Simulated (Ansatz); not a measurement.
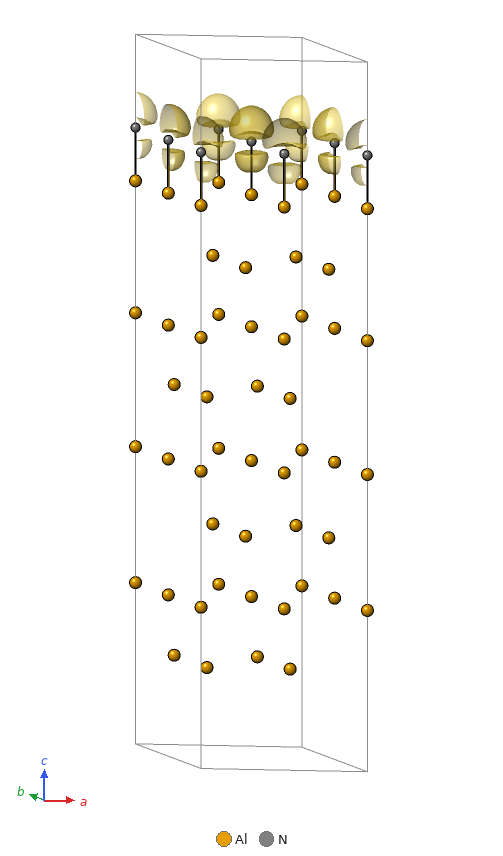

Al$_{8}$N (slab). Isosurface of the ELF at 0.8 (yellow), seen slightly off an axis. Core shells and regions of very low density are left out. Sticks mark near contacts.

Computed without spin polarisation.

Theory: DFT PBEsol, scalar-relativistic, plane waves, PAW in Ansatz.

Core electrons are frozen (PAW), and the valence fields are smoothed inside the atomic spheres.

**What do the ELF domains correspond to?**

At this value the surface marks out one lobe of the valence shell of N pointing towards Al and one lobe on N, pointing away from the bonds (lone pairs), counted in one cell of 9 atoms. Counts are for one cell; the picture repeats the cell along the surface. Along the contacts the grid gives the following. Al–N (1.83 Å): the ELF peaks at about 0.90 in the valence shell of N, 0.7 Å from its nucleus, and is about 0.90 at the midpoint.

**Does the calculation give a band gap?**

It is metallic or semimetallic at this level of theory: no gap opens.
